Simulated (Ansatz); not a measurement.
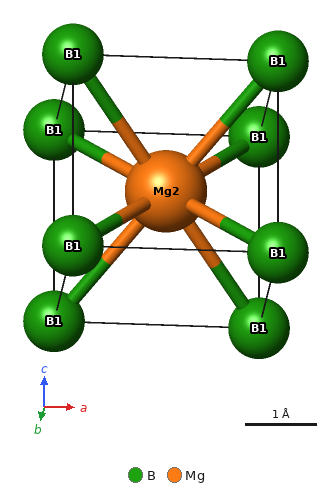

Fig. 1: The input geometry of the first run (ball-and-stick view of the cell of the calculation, seen at an oblique angle; atoms are numbered from 1 in the order of the input). Near neighbours in the crystal (not all of them lie inside the picture): B has 8 Mg at 2.54 Å; Mg has 8 B at 2.54 Å.

## MgB: a failed or faulty run and its cure

System: MgB (Pm-3m, 2 atoms in the cell).
Method of the first run: DFT, PBEsol, all-electron LAPW (Ansatz 0.2.0).

Text and figures count atoms from 1; the logs count them from 0 in places.

**The input, the first run**
```yaml
crystal:
  lattice:
    - [2.9311688766, 0.0, 0.0]
    - [0.0, 2.9311688766, 0.0]
    - [0.0, 0.0, 2.9311688766]
  atoms:
    - { symbol: B, position: [0.0, 0.0, 0.0] }
    - { symbol: Mg, position: [0.5, 0.5, 0.5] }
kpoints:
  mp_grid: { grid: [0, 11, 11] }
scf:
  occupations: { method: fermi_dirac, width: 0.05 }
  max_iter: 75
hamiltonian:
  xc: pbesol
  pseudopotentials: { kind: all_electron, lapw: { basis_error: 0.00025 } }
output:
  forces: true
  stress: true
  eigenvalues: true
```

Launched with:
```bash
ansatz run input.yaml --threads 1 --pin off --max-ram 2048MiB --backend cpu --events-out ev --progress --plain --runs-dir out
```

Hardware: 1 thread of Intel Xeon @ 2.50GHz (Skylake/Cascade Lake), 189 GiB of memory available, shared host.

**Output (the first run)**
```
Error: invalid value for `kpoints.mp_grid.grid`: each dimension must be in 1..=255
```

### What should be changed in this input?

The input was spoiled on purpose: a mesh with a zero or a mesh and a spacing (`kpoints.mp_grid.grid`). The program refused the input: “invalid value for `kpoints.mp_grid.grid`: each dimension must be in 1..=255”

A run of the same system that converges differs from this input as follows (lines with − go, lines with + come):
```diff
-  mp_grid: { grid: [0, 11, 11] }
+  mp_grid: { grid: [11, 11, 11] }
-  max_iter: 75
```

**Output, shortened to warnings, some set-up lines, iterations and results (the second run)**
```
Basis set: ecut = 214.1057286442477 eV, 179 PW (Γ), exchange–correlation at level 2
Symmetry: 48 space group operations
k-points: 56 of 1331
Initial density: superposition of atomic densities (chi_scale 0.1, normalization cell, long waves kept (reshape's long-wave potential 0.00 eV rms))
[...]
SCF iter   1: F=—  HF=-6111.135959 eV  |F-HF|=—  |Δ(HF+E_count)|=         —  Δρ=2.86e-2  dr2=3.51e-1  ethr=2.34e-3  ⟨swp⟩=2.0  Hψ=5149  notcnv=0
SCF iter   2: F=—  HF=-6110.963843 eV  |F-HF|=—  |Δ(HF+E_count)|=   1.72e-1  Δρ=7.83e-3  dr2=2.01e-2  ethr=1.35e-4  ⟨swp⟩=2.0  Hψ=3533  notcnv=0
SCF iter   3: F=—  HF=-6110.956017 eV  |F-HF|=—  |Δ(HF+E_count)|=         —  Δρ=2.24e-3  dr2=1.23e-3  ethr=1.34e-4  ⟨swp⟩=2.0  Hψ=1848  notcnv=0
SCF iter   4: F=—  HF=-6110.955652 eV  |F-HF|=—  |Δ(HF+E_count)|=   3.65e-4  Δρ=1.04e-4  dr2=1.15e-6  ethr=8.21e-6  ⟨swp⟩=2.0  Hψ=1828  notcnv=0
SCF iter   5: F=—  HF=-6110.955650 eV  |F-HF|=—  |Δ(HF+E_count)|=   1.71e-6  Δρ=3.02e-5  dr2=8.51e-8  ethr=7.68e-9  ⟨swp⟩=2.9  Hψ=1941  notcnv=0
SCF iter   6: F=-6110.955651 eV  HF=-6110.955651 eV  |F-HF|=5.13e-10  |Δ(HF+E_count)|=   2.25e-7  Δρ=1.45e-6  dr2=2.33e-10  ethr=5.67e-10  ⟨swp⟩=2.0  Hψ=1825  notcnv=0
SCF 1 converged in 6 iterations: F = -6110.955651 eV  dr2 = 2.33e-10
SCF converged after 6 iterations
Free energy (F): -6110.955651 eV
Harris-Foulkes:  -6110.955651 eV  (|F-HF|=5.13e-10)
Internal energy: -6110.952019 eV  (E = F + TS)
E sigma→0 (E₀):  -6110.953835 eV
Entropy (-TS):   -0.003632 eV (-1.816 meV/atom)
Fermi energy:    7.800718 eV
--- Per-component energies (eV) ---
  E_band       = -651.197776
  E_kinetic    = 6110.954897
  E_xc         = -541.453176
  E_electrostatic = -11680.453740  (all electrons and nuclei)
  E_smearing   = -0.003632  (= −TS)
  E_closure    = 0.000000  (closes the sum)
  E_atoms      = -6103.786378  (free atoms, spherical and without spin; not in F)
  Σ components = -6110.955651   (vs F -6110.955651, Δ=0.00e0)
  Basis errors (estimates in eV, not in F): energy 6.7e-5 per atom: plane waves 6.2e-5 (3.3e-5 summed), levels above the bands 4.0e-89, relativity 2.6e-9, radial functions 5.4e-6, core shells 1.0e-15; eigenvalues (radial functions only) 2.7e-6; not estimated: angular momenta, meshes, grids; target …
--- Forces (eV/Å), atoms counted from 1 ---
  atom   1  B      0.00000000    -0.00000000     0.00000000
  atom   2  Mg    -0.00000000     0.00000000     0.00000000
  max |Σ_I F_I| component: 2.88e-32 eV/Å
--- Stress (GPa, compression-positive) ---
       -4.899531      -0.000000       0.000000
       -0.000000      -4.899531       0.000000
        0.000000       0.000000      -4.899531
  P = ⅓ Tr σ = -4.8995 GPa (-48.995 kbar)
```

**The two runs side by side**

```csv
quantity,the first run,the second run
outcome,refused,converged
free energy per atom (eV),–,−3055.4778
pressure (GPa),–,−4.90
volume per atom (Å³),–,12.59
largest force (eV/Å),–,0.000
SCF iterations,–,6
irreducible k-points,–,56
plane waves at Γ,–,179
```
